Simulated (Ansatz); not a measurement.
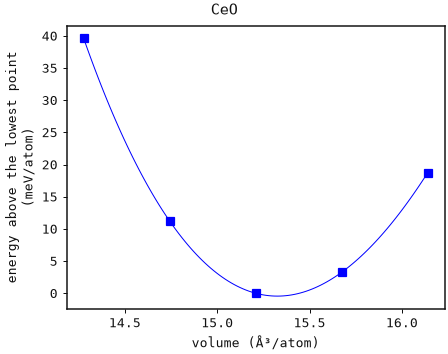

Plotted: energy above the lowest point against volume for CeO, space group Fm-3m (No. 225) (one of a set of cubic test structures, which need not be the stable phase).

How it was computed, with Ansatz 0.2.0 development build: equation of state of a cubic crystal from periodic Kohn-Sham density functional theory without spin, third-order Birch-Murnaghan fit to the free energies; pressure corrected for the finite basis. Level: r2SCAN.

- structure type: rock salt
- atoms in cell: 2
- space group number: 225
- lattice centring: face-centred primitive
- k mesh: 12×12×12
- occupation method: Fermi–Dirac
- occupation width: 0.1 eV
- wave cutoff: 1050 eV
- datasets: hand-made PAW
- density tolerance: 1e−09 eV
- bands: 19
- density cutoff ratio: 8
- search for lower states: default
- xc grid level: 2

From this curve and the settings, what does the calculation give for the pressure at the same points?

The pressure falls from 13.1 GPa at volume 14.28 Å³/atom to −7.2 GPa at 16.14 Å³/atom, and changes sign near 15.33 Å³/atom.

```csv
volume (Å³/atom),pressure (GPa)
14.28,13.1
14.74,6.6
15.21,1.2
15.67,-3.3
16.14,-7.2
```

Limits of the calculation: open f shell treated without spin; open f shell, state may not be the lowest.
